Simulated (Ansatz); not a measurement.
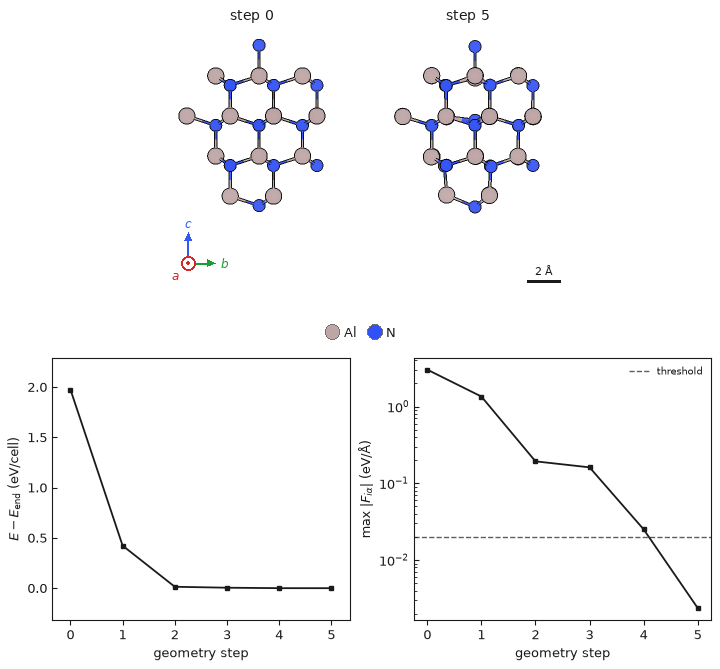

First and last geometry of a relaxation of a defect cell of composition Al$_{23}$N$_{24}$ (cell charge −3), with the history of the run. A ball-and-stick model of the atoms within 5.0 Å of the atom that moves most (axes of the cell of the calculation (origin shifted)), seen along the a axis.

The calculation used DFT, PBE, plane-wave PAW, default files, scalar-relativistic, frozen cores in Ansatz 0.2.0. Settings: plane-wave cutoff 420 eV; k-point mesh 3 × 4 × 3; occupations fermi dirac; smearing width 0.01 eV; no spin polarisation; potentials kind: paw, frozen_core: stored; atoms relaxed in a fixed cell; force threshold 0.02 eV/Å; at most 50 steps.

Q: Read the history and describe the run.

A: It converged. The energy falls by 1.976 eV per cell of the calculation in 5 geometry steps. The largest force component goes from 3 to 0.0024 eV/Å. The atom that moves furthest is an N atom (0.32 Å along +c). By element the largest moves are N 0.32 Å, Al 0.13 Å. The cell doesn't change. Near-neighbour distances that change, for instance: Al–N 1.902 → 1.806 Å, Al–N 1.889 → 1.793 Å, Al–N 1.889 → 1.822 Å, Al–N 1.902 → 1.947 Å. Among the angles between lasting bonds that change: N–Al–N 108.1° → 99.4°, N–Al–N 108.1° → 99.9°, Al–N–Al 110.8° → 118.5°.

```json
{"step": "0", "E − E(0), meV/atom": "0.00", "largest force component, eV/Å": "3.0262"}
{"step": "1", "E − E(0), meV/atom": "-33.03", "largest force component, eV/Å": "1.3507"}
{"step": "2", "E − E(0), meV/atom": "-41.73", "largest force component, eV/Å": "0.1933"}
{"step": "3", "E − E(0), meV/atom": "-41.93", "largest force component, eV/Å": "0.1614"}
{"step": "4", "E − E(0), meV/atom": "-42.03", "largest force component, eV/Å": "0.0251"}
{"step": "5", "E − E(0), meV/atom": "-42.04", "largest force component, eV/Å": "0.0024"}
```

Limits of the set-up: the periodic images lie only 6.2 Å apart, so the values are limited by the cell's size; the cell is charged, on a uniform background, and energies carry no finite-size correction.
